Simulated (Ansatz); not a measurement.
# Band-structure calculation of Si3N4

Si3N4 (14 atoms in the cell), computed with DFT PBE, scalar-relativistic, plane waves, PAW, no spin polarisation (Ansatz 0.2.0).

The structure derives from a Materials Project entry.

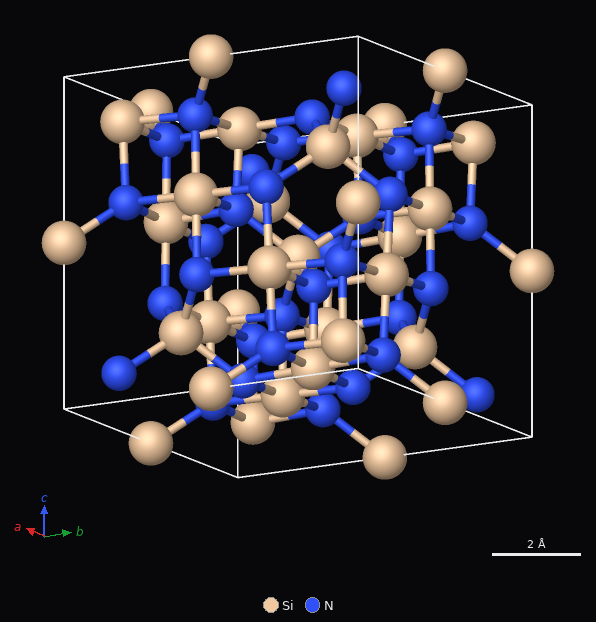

The structure as given in the input (ball-and-stick view of the cell 4 times as large as that of the calculation, set on its symmetry axes, seen at an oblique angle). An atom can appear more than once, as a periodic image. Near neighbours in the periodic cell (some may lie outside the picture): Si has 6 N at 1.89 Å; Si has 4 N at 1.79 Å; N has 4 Si at 1.79 to 1.89 Å.

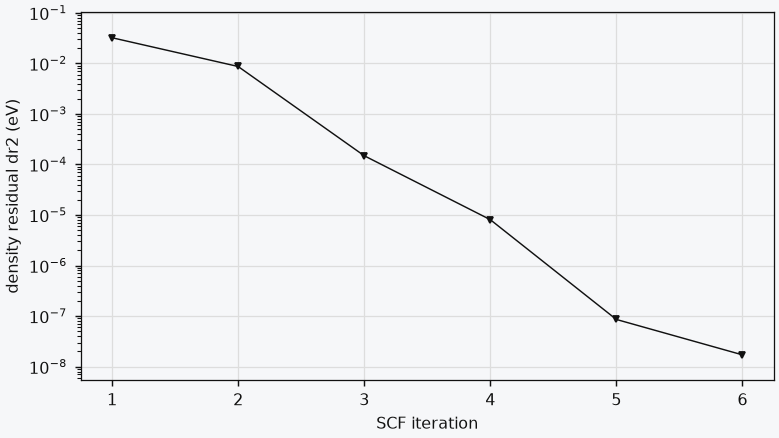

Convergence of the self-consistent field: density residual dr2 against the SCF iteration. The residual falls at every step.

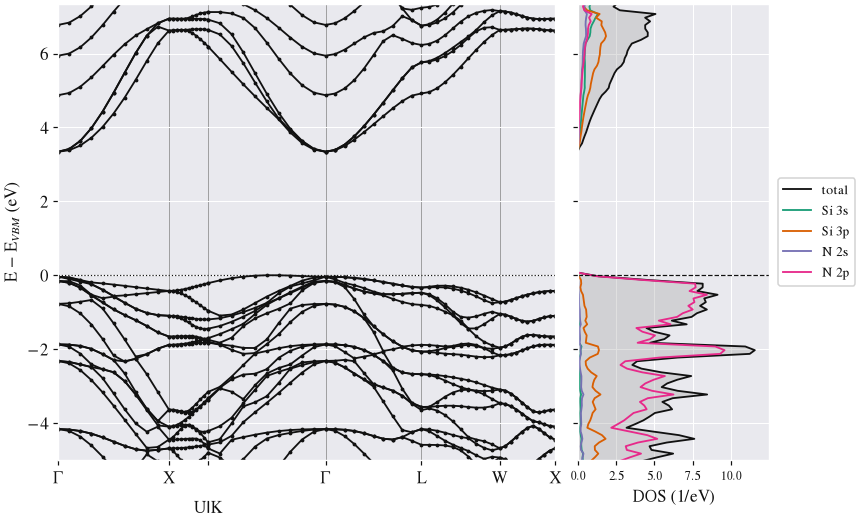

Band structure along Γ–X–U|K–Γ–L–W–X and density of states (projected on Löwdin-orthogonalised atomic shells), with energies from the valence-band top. There is a gap of 3.34 eV on this path.

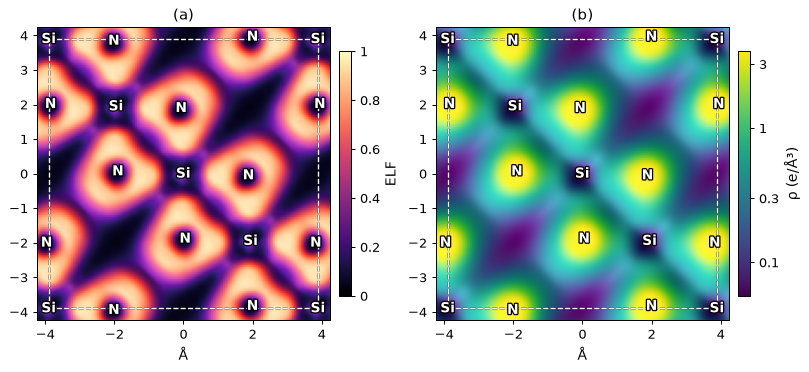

(a) electron localisation function; (b) valence pseudo-density on the (010) plane of the conventional cell. Away from the nuclei the density in this plane falls to 0.06 e/Å³ at its lowest. Core electrons are frozen (PAW), so the fields are smoothed inside the atomic spheres.

The input and output of the run follow.

Input file:
```yaml
crystal:
  lattice:
    - [0.0, 3.8946186242, 3.8946186242]
    - [3.8946186242, 0.0, 3.8946186242]
    - [3.8946186242, 3.8946186242, 0.0]
  atoms:
    - { symbol: Si, position: [0.125, 0.125, 0.625] }
    - { symbol: Si, position: [0.125, 0.625, 0.125] }
    - { symbol: Si, position: [0.625, 0.125, 0.125] }
    - { symbol: Si, position: [0.125, 0.125, 0.125] }
    - { symbol: Si, position: [0.75, 0.75, 0.75] }
    - { symbol: Si, position: [0.5, 0.5, 0.5] }
    - { symbol: "N", position: [0.3675422895, 0.3675422895, 0.3675422895] }
    - { symbol: "N", position: [0.3526268684, 0.8824577105, 0.8824577105] }
    - { symbol: "N", position: [0.8824577105, 0.8824577105, 0.3526268684] }
    - { symbol: "N", position: [0.8824577105, 0.3526268684, 0.8824577105] }
    - { symbol: "N", position: [0.3675422895, 0.3675422895, 0.8973731316] }
    - { symbol: "N", position: [0.3675422895, 0.8973731316, 0.3675422895] }
    - { symbol: "N", position: [0.8824577105, 0.8824577105, 0.8824577105] }
    - { symbol: "N", position: [0.8973731316, 0.3675422895, 0.3675422895] }
basis:
  ecutwfc: 420
kpoints:
  mp_grid: { grid: [6, 6, 6] }
  band_path:
    path:
      - [[0.0, 0.0, 0.0], [0.5, 0.0, 0.5], [0.625, 0.25, 0.625]]
      - [[0.375, 0.375, 0.75], [0.0, 0.0, 0.0], [0.5, 0.5, 0.5], [0.5, 0.25, 0.75], [0.5, 0.0, 0.5]]
    npoints: 10
hamiltonian:
  xc: pbe
scf:
  occupations: { method: gaussian, width: 0.02 }
  n_extra_bands: 35
output:
  forces: true
  stress: true
  eigenvalues: true
  populations: true
  dos: { projected: true, de: 0.02, nscf_kmesh: { grid: [9, 9, 9] } }
  bader: false
  write_density: true
  write_potential: true
  elf: true
  volumetric_format: npy
```

Launched with:
```bash
ansatz run input.yaml --threads 4 --pin off --max-ram 10240MiB --backend cpu --events-out ev --progress --plain --runs-dir out
```

What the program printed:
```
scf.n_extra_bands = 35 over 32 filled bands (N_el = 64.0): the run solves 67 bands
Engine: ansatz 0.2.0, x86_64-unknown-linux-gnu
Pseudopotentials: kind: paw
Pseudopotential: Si, paw, valence charge 4, recommended cutoff 420 eV (normal), Si.paw.azcp
Pseudopotential: N, paw, valence charge 5, recommended cutoff 420 eV (normal), N.paw.azcp
Functional definition: PBE
  parameter kappa = 0.804
  parameter beta = 0.06672455060314922
  exchange = pbe_x(kappa = kappa, mu = beta*pi^2/3)
  correlation = pbe_c(beta = beta)
Crystal: 14 atoms, lattice volume = 118.148 Å³
Basis set: ecut = 420 eV, 2277 PW (Γ), exchange–correlation on 80×80×80 points (8 copies of the dense FFT grid, shifted against one another)
Bands: 67, of which v1, the nominal top of the filled ones, is band 32 counted from 1 (31 counted from 0)
Symmetry: 48 space group operations
Space group: Fd-3m (ITA 227), of the structure as read, at distance tolerance 4.9e-5 Å
k-points: 16 of 216
Non-local potential: Si, projectors of the file, l = 0: 2, l = 1: 2, l = 2: 2
Non-local potential: N, projectors of the file, l = 0: 2, l = 1: 2, l = 2: 1
PAW form: soft (Blöchl's): semilocal exchange-correlation on the pseudo side does not see the compensation charge
PAW one-centre angular grid: Si, 110 points (default); XC on 64 Gauss nodes
PAW one-centre angular grid: N, 110 points (default); XC on 64 Gauss nodes
Initial density: superposition of atomic densities (neutral atoms: chi_scale 0, normalization atom), corrected by the library's trained network
Initial wavefunctions: pseudopotential atomic-orbital guess
Functional: x = pbe(κ = 0.804, μ = 0.2195149727645171), c = pbe(β = 0.06672455060314922)
SCF iter   1: F=—  HF=-6899.809537 eV  |F-HF|=—  |Δ(HF+E_count)|=         —  Δρ=4.08e-3  dr2=3.22e-2  ethr=1.77e-3  ⟨swp⟩=5.9  Hψ=5286  notcnv=0  defer=82
preconditioner: auto → Resta (q_TF=auto, 2.463 Å⁻¹)  ε∞=3.2  [insulator: Δε(μ)=3.336 eV  Ē_g=18.281 eV  σ=0.020 eV  W_gap=1.00  n_scr=26 (ndim 8)  ℏωp=27.3 eV  f_vac=0.000  D(μ)=0.00/eV (n_scr^D=0)  ε∞_Penn≈3.2]
SCF iter   2: F=—  HF=-6899.802252 eV  |F-HF|=—  |Δ(HF+E_count)|=   7.28e-3  Δρ=1.98e-3  dr2=8.69e-3  ethr=5.02e-5  ⟨swp⟩=2.0  Hψ=1353  notcnv=0  defer=452
SCF iter   3: F=—  HF=-6899.800812 eV  |F-HF|=—  |Δ(HF+E_count)|=   1.44e-3  Δρ=3.51e-4  dr2=1.49e-4  ethr=1.36e-5  ⟨swp⟩=2.0  Hψ=1075  notcnv=0  defer=463
SCF iter   4: F=—  HF=-6899.800789 eV  |F-HF|=—  |Δ(HF+E_count)|=   2.27e-5  Δρ=1.20e-4  dr2=8.10e-6  ethr=2.33e-7  ⟨swp⟩=2.1  Hψ=1028  notcnv=0  defer=463
SCF iter   5: F=—  HF=-6899.800710 eV  |F-HF|=—  |Δ(HF+E_count)|=   7.96e-5  Δρ=1.12e-5  dr2=8.58e-8  ethr=1.27e-8  ⟨swp⟩=2.2  Hψ=1040  notcnv=0  defer=463
SCF iter   6: F=-6899.800710 eV  HF=-6899.800710 eV  |F-HF|=9.38e-9  |Δ(HF+E_count)|=   1.21e-7  Δρ=2.53e-6  dr2=1.71e-8  ethr=1.34e-10  ⟨swp⟩=12.8  Hψ=7809  notcnv=0
SCF 1 converged in 6 iterations: F = -6899.800710 eV  dr2 = 1.71e-8
  greatest PAW one-centre occupation: 0.789 electrons in one spin orbital (limit 2), on the N atom at site 12 (counted from 0), in its partial waves of l = 0
NSCF: frozen V_eff on 62 k-points
NSCF: frozen V_eff on 35 k-points
SCF converged after 6 iterations
Free energy (F): -6899.800710 eV
Harris-Foulkes:  -6899.800710 eV  (|F-HF|=9.38e-9)
Internal energy: -6899.800710 eV  (E = F + TS)
E sigma→0 (E₀):  -6899.800710 eV
Fermi energy:    12.640445 eV
--- Per-component energies (eV) ---
  E_band       = 270.749346
  E_kinetic    = 1360.229447
  E_local      = -1484.077621  (includes V_loc(G=0)·N_el)
  E_nonlocal   = 501.649309
  E_hartree    = 491.976639
  E_xc         = -831.423680
  E_vxc        = -919.179455  (∫ρ·V_xc dr)
  E_paw        = -4098.094776  (= ΣΔE_a)
  E_vpaw       = -171.823125  (= ΣTr[D̂ρ^β])
  E_aug_tail   = 0.000852  (compensation charges beyond the density's cutoff)
  E_ewald      = -2840.060881
  E_smearing   = -0.000000  (= −TS)
  E_closure    = 0.000000  (closes the sum)
  Σ components = -6899.800710   (vs F -6899.800710, Δ=0.00e0)
--- Forces (eV/Å), atoms counted from 1 ---
  atom   1  Si    -0.00000000     0.00000000     0.00000000
  atom   2  Si    -0.00000000     0.00000000     0.00000000
  atom   3  Si    -0.00000000     0.00000000    -0.00000000
  atom   4  Si    -0.00000000     0.00000000    -0.00000000
  atom   5  Si    -0.00000000    -0.00000000    -0.00000000
  atom   6  Si    -0.00000000    -0.00000000    -0.00000000
  atom   7  N     -0.00010170    -0.00010170    -0.00010170
  atom   8  N      0.00010170    -0.00010170    -0.00010170
  atom   9  N     -0.00010170    -0.00010170     0.00010170
  atom  10  N     -0.00010170     0.00010170    -0.00010170
  atom  11  N      0.00010170     0.00010170    -0.00010170
  atom  12  N      0.00010170    -0.00010170     0.00010170
  atom  13  N      0.00010170     0.00010170     0.00010170
  atom  14  N     -0.00010170     0.00010170     0.00010170
  max |Σ_I F_I| component: 1.03e-16 eV/Å
--- Stress (GPa, compression-positive) ---
        0.004174      -0.000000      -0.000000
       -0.000000       0.004174       0.000000
        0.000000       0.000000       0.004174
  P = ⅓ Tr σ = 0.0042 GPa (0.042 kbar)
--- Band table (eV; the first three rows and the last of 16) ---
  k-point 0: bands = ["-7.7858", "-4.5157", "-3.5963", "-3.5963", "-3.5963", "-2.6382", "-2.6382", "-2.6382", "0.5190", "1.5455", "2.1147", "2.1147", "2.1147", "3.7999", "3.7999", "6.8053", "6.8053", "6.8053", "8.6481", "8.6481", "8.6481", "9.0978", "9.0978", "9.0978", "10.1931", "10.1931", "10.8125", "10.8125", "10.8125", "10.9283", "10.9283", "10.9283", "14.3114", "14.3114", "14.3114", "15.8420", "16.9114", "17.7441", "18.4782", "18.4782", "18.7436", "18.7436", "18.7436", "20.5259", "20.5259", "20.5259", "22.2556", "22.2556", "22.2556", "22.4499", "22.4499", "23.4142", "23.4142", "23.4142", "24.7071", "25.6108", "25.6108", "25.6108", "26.7108", "27.3203", "27.3203", "27.3203", "27.3773", "27.3773", "29.0140", "29.0140", "29.0140"]
  k-point 1: bands = ["-7.6385", "-4.6911", "-3.9160", "-3.5694", "-3.5694", "-2.7497", "-2.7408", "-2.7408", "0.8842", "1.8509", "2.3148", "2.3148", "2.6930", "4.0546", "4.0546", "6.3167", "6.7358", "6.7358", "8.2520", "8.2520", "8.5409", "8.7314", "9.0047", "9.0047", "9.9364", "9.9364", "10.1915", "10.5781", "10.5781", "10.6744", "10.8871", "10.8871", "14.7030", "14.8147", "14.8147", "16.3475", "17.2986", "18.1974", "18.9080", "18.9080", "19.0289", "19.1835", "19.1835", "20.0450", "20.7765", "20.7765", "21.2538", "21.2538", "22.2610", "23.0387", "23.0387", "23.6876", "23.9179", "23.9179", "24.5715", "25.2230", "25.6381", "25.6381", "26.3501", "26.7746", "26.7746", "27.0952", "27.0952", "27.1946", "28.6346", "29.0930", "29.0930"]
  k-point 2: bands = ["-7.2197", "-5.4162", "-4.0841", "-3.4812", "-3.4812", "-3.0309", "-2.9729", "-2.9729", "1.6181", "2.5324", "2.8583", "2.8583", "4.0493", "4.4676", "4.4676", "5.5303", "6.5202", "6.5202", "7.2871", "7.8767", "7.8767", "8.5217", "8.5217", "8.5697", "8.9399", "9.2422", "9.2422", "10.3602", "10.4521", "10.4521", "10.7546", "10.7546", "15.4155", "15.8604", "15.8604", "17.4684", "17.6282", "18.6608", "18.6608", "18.8578", "19.7071", "20.0683", "20.4330", "20.4330", "21.0195", "21.0195", "21.8998", "21.8998", "22.0925", "23.6257", "23.6257", "23.6988", "24.3013", "24.3337", "24.3337", "24.8875", "24.9366", "24.9366", "25.3070", "25.9190", "25.9190", "26.5999", "26.5999", "26.9357", "27.7051", "28.1791", "28.1791"]
  k-point 15: bands = ["-6.0820", "-6.0820", "-4.7868", "-4.7868", "-3.3139", "-3.3139", "-2.6098", "-2.6098", "3.1907", "3.1907", "3.9297", "3.9297", "4.8242", "4.8242", "5.5196", "5.5196", "5.7883", "5.7883", "6.6406", "6.6406", "7.2988", "7.2988", "7.6098", "7.6098", "8.8949", "8.8949", "9.2465", "9.2465", "9.7657", "9.7657", "10.3674", "10.3674", "17.6332", "17.6332", "18.0180", "18.0180", "18.8447", "18.8447", "19.7009", "19.7009", "20.5624", "20.5624", "20.7567", "20.7567", "21.7174", "21.7174", "22.1979", "22.1979", "22.7516", "22.7516", "23.1643", "23.1643", "23.4931", "23.4931", "23.6074", "23.6074", "24.2547", "24.2547", "24.5567", "24.5567", "25.2922", "25.2922", "26.3140", "26.3140", "27.4528", "27.4528", "28.9465"]
--- Löwdin populations: 14 sites ---
  site symbol       q [e]
     0     Si      2.6808
     1     Si      2.6808
     2     Si      2.6808
     3     Si      2.6808
     4     Si      2.6370
     5     Si      2.6370
     6      N      5.8969
     7      N      5.8969
     8      N      5.8969
     9      N      5.8969
    10      N      5.8969
    11      N      5.8969
    12      N      5.8969
    13      N      5.8969
  spilling = 0.012925 (of n_electrons = 64.000000)
```

File populations.tsv:
```
# site	symbol	l	j	q
# orbitals = lowdin
# n_electrons = 64.000000
# spilling = 0.012925
0	Si	0_3S	-	0.794123
0	Si	1_3P	-	1.886711
1	Si	0_3S	-	0.794123
1	Si	1_3P	-	1.886711
2	Si	0_3S	-	0.794123
2	Si	1_3P	-	1.886711
3	Si	0_3S	-	0.794123
3	Si	1_3P	-	1.886711
4	Si	0_3S	-	0.860128
4	Si	1_3P	-	1.776825
5	Si	0_3S	-	0.860128
5	Si	1_3P	-	1.776825
6	N	0_2S	-	1.410565
6	N	1_2P	-	4.486381
7	N	0_2S	-	1.410565
7	N	1_2P	-	4.486381
8	N	0_2S	-	1.410565
8	N	1_2P	-	4.486381
9	N	0_2S	-	1.410565
9	N	1_2P	-	4.486381
10	N	0_2S	-	1.410565
10	N	1_2P	-	4.486381
11	N	0_2S	-	1.410565
11	N	1_2P	-	4.486381
12	N	0_2S	-	1.410565
12	N	1_2P	-	4.486381
13	N	0_2S	-	1.410565
13	N	1_2P	-	4.486381
```

Results in brief:

```tsv
quantity	value
outcome	converged
space group (tolerance 0.01 Å)	Fd-3m (227)
electrons treated	64
free energy	−6899.8007 eV
Fermi energy	12.640 eV
gap on the k-point mesh	3.34 eV
gap on the band path	3.34 eV
pressure	0.00 GPa
largest force (length of the vector)	under 0.001 eV/Å
hardware	4 threads of Intel Xeon @ 2.50GHz (Skylake/Cascade Lake), 189 GiB of memory available, shared host
wall time	18 s (CPU time 65 s)
peak memory	0.65 GiB
```
